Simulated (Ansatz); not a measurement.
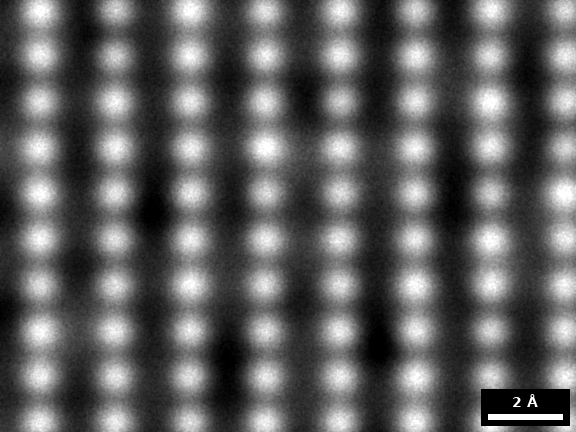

An image along [210] of one of the structures below (computed or model cells, partly hypothetical, each in its standard cell). The image is simulated as a sum over atoms of Z^1.7, blurred by a 0.85 Å probe (no channelling). The probe carries 25 % of its weight in a tail 2.5 times as wide. Shot noise and the speckle of an amorphous layer were added.

A. Cu
Space group P6_3/mmc (No. 194). a = 2.486 Å, b = 2.486 Å, c = 4.073 Å, α = 90.00°, β = 90.00°, γ = 120.00°
| atom | site | symmetry | x | y | z |
| --- | --- | --- | --- | --- | --- |
| Cu | 2c | -6m2 | 0.3333 | 0.6667 | 0.2500 |

B. Cu
Space group Im-3m (No. 229). a = 2.920 Å, b = 2.920 Å, c = 2.920 Å, α = 90.00°, β = 90.00°, γ = 90.00°
| atom | site | symmetry | x | y | z |
| --- | --- | --- | --- | --- | --- |
| Cu | 2a | m-3m | 0.0000 | 0.0000 | 0.0000 |

C. Cu
Space group Pm-3m (No. 221). a = 2.456 Å, b = 2.456 Å, c = 2.456 Å, α = 90.00°, β = 90.00°, γ = 90.00°
```
atom  site  symmetry       x       y       z
  Cu    1a      m-3m  0.0000  0.0000  0.0000
```

D. Cu
Space group Fm-3m (No. 225). a = 3.518 Å, b = 3.518 Å, c = 3.518 Å, α = 90.00°, β = 90.00°, γ = 90.00°
```csv
atom,site,symmetry,x,y,z
Cu,4a,m-3m,0.0000,0.0000,0.0000
```

Q: Which of them gives this image?

A, Cu. Along [210] the projected cells are A 1.24 × 2.04 Å, 90°; B 1.31 × 1.60 Å, 114°; C 1.10 × 2.46 Å, 90°; D 0.79 × 1.76 Å, 90°. The image repeats as A does.

Structure A: a calculation's starting geometry; the starting structure was generated, so it need not be a known form of this composition.
